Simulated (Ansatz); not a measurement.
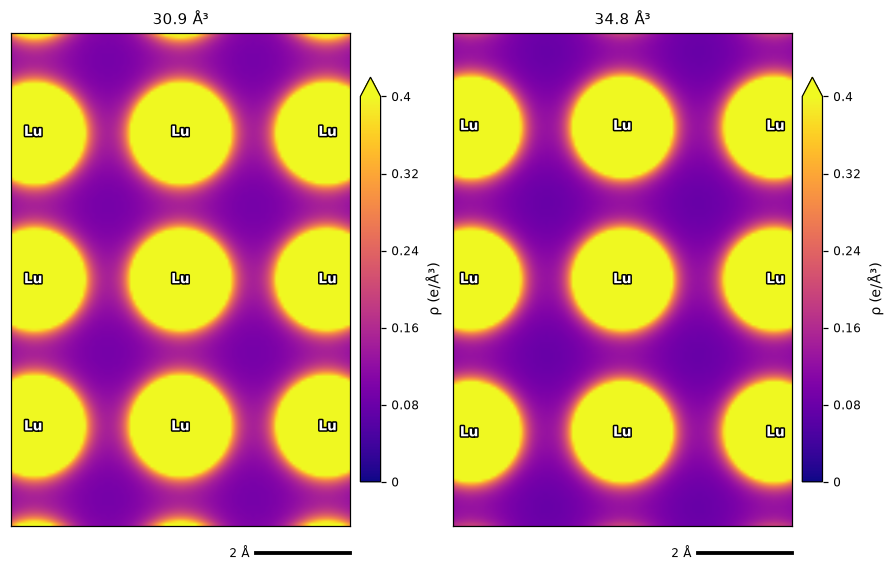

Lu. The valence electron density of cells scaled evenly to different volumes (given per atom above each panel), on the (100) plane of each (indices in the axes of the cell below), at one length scale and on one colour scale.

Computed without spin polarisation.

All numbers below come from DFT, PBE, PAW with Ansatz's default frozen-core files, scalar-relativistic (Ansatz).

The largest cell:

```
Lu
1.0
     3.26565    0.00000    0.00000
     0.00000    3.26565    0.00000
     0.00000    0.00000    3.26565
Lu
1
Direct
  0.00000 0.00000 0.00000
```

| volume (Å³/atom) | Lu–Lu contact in the plane (Å) | ρ at its midpoint (e/Å³) | pressure (GPa) | 
| --- | --- | --- | --- |
| 30.90 | 3.138 | 0.148 | 2.0 | 
| 32.86 | 3.203 | ? | ? | 
| 34.83 | 3.266 | 0.128 | −1.6 | 

Q: What values belong in the row with question marks?

A: Over the known rows ln ρ falls by 1.13 per Å of Lu–Lu distance (the line through the two), which gives 0.137 e/Å³ at 3.203 Å; the calculation gives 0.137 e/Å³. For the pressure, a straight line in volume between the neighbouring rows gives 0.2 GPa; the calculation gives 0.0.
